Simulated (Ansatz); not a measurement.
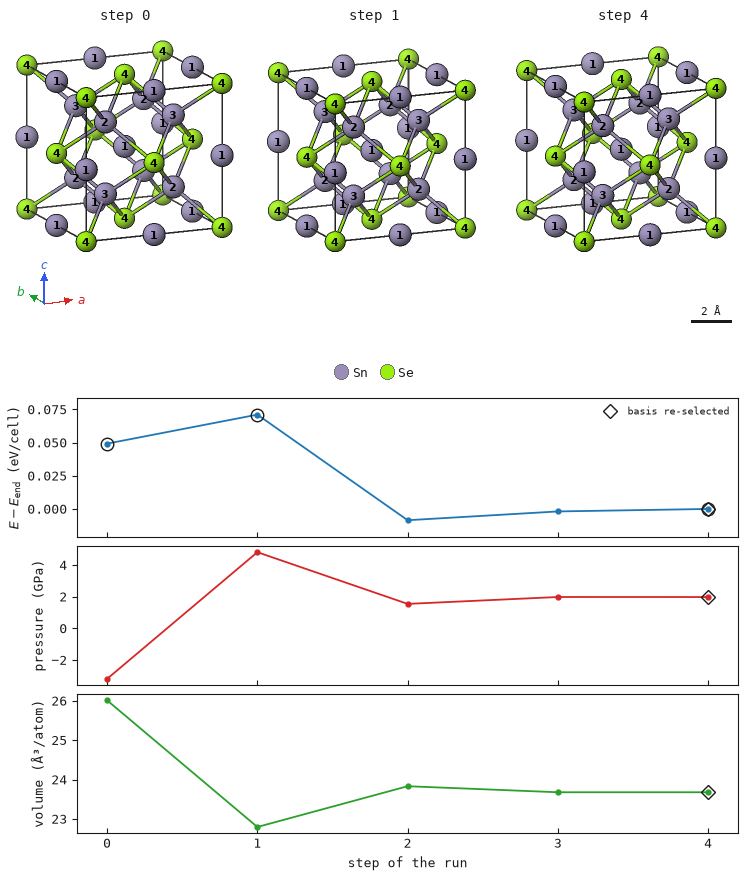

Frames of a relaxation of a crystal of Sn3Se (set up in Fm-3m), marked on the history of the run. A ball-and-stick model of the conventional cell (4 times the calculation's cell), seen slightly off an axis. Lengths and directions refer to the drawn axes.

The run lets cell and atoms move.

These are results of Kohn-Sham DFT of a periodic cell, PBEsol, Ansatz PAW in Ansatz 0.2.0, not measurements.

Input file:
```yaml
crystal:
  lattice:
    - [0.0, 3.733138, 3.733138]
    - [3.733138, 0.0, 3.733138]
    - [3.733138, 3.733138, 0.0]
  atoms:
    - { symbol: Sn, position: [0.5, 0.5, 0.5] }
    - { symbol: Sn, position: [0.75, 0.75, 0.75] }
    - { symbol: Sn, position: [0.25, 0.25, 0.25] }
    - { symbol: Se, position: [0.0, 0.0, 0.0] }
hamiltonian:
  xc: pbesol
  pseudopotentials: { kind: paw }
kpoints:
  mp_grid: { grid: [6, 6, 6] }
scf:
  occupations: { method: fermi_dirac, width: 0.05 }
output:
  forces: true
  stress: true
  eigenvalues: true
  write_density: true
  write_potential: true
  elf: true
  volumetric_format: npy
relax:
  f_tol: 0.01
  max_steps: 40
  cell: { stress_tol: 0.05, p_target: 2.0 }
```

Launched with:
```bash
ansatz run input.yaml --threads 2 --pin off --max-ram 5632MiB --backend cpu --events-out ev --progress --plain --runs-dir out
```

Describe the path.

The energy falls by 49.2 meV per cell of the calculation in 3 accepted moves (4 points after the start). With the target pressure of 2 GPa, the enthalpy E + pV changes by −0.166 eV per cell of the calculation. All forces vanish by symmetry, so only the cell relaxes. The pressure goes from −3.19 to 1.98 GPa. The SCF was repeated once at an unchanged geometry on a basis and grid sized afresh for the cell, which shifted the energy by 1.9 meV per cell of the calculation at most. No atom moves by more than 0.005 Å relative to the cell. The volume changes by −9.0 %, with a = b = c 7.466 → 7.236 Å (−3.1 %). Near-neighbour distances that change, for instance: Sn2–Se4 3.233 → 3.133 Å. The space group stays Fm-3m (No. 225). Cost: 9.9 s on 2 threads of Arm Neoverse V2, on a shared host, peak memory 0.4 GiB. From step 0 to 1: volume −12.4 %, energy +21.9 meV per cell of the calculation. From step 1 to 4: volume +3.9 %, energy −71.1 meV per cell of the calculation.

| step | E − E(0), meV/atom | pressure, GPa | volume, Å³/atom | note |
| --- | --- | --- | --- | --- |
| 0 | 0.00 | -3.19 | 26.013 |  |
| 1 | 5.47 | 4.81 | 22.796 |  |
| 2 | -14.43 | 1.55 | 23.831 |  |
| 3 | -12.78 | 1.98 | 23.678 |  |
| 4 | -12.31 | 1.98 | 23.678 | same geometry, new basis |
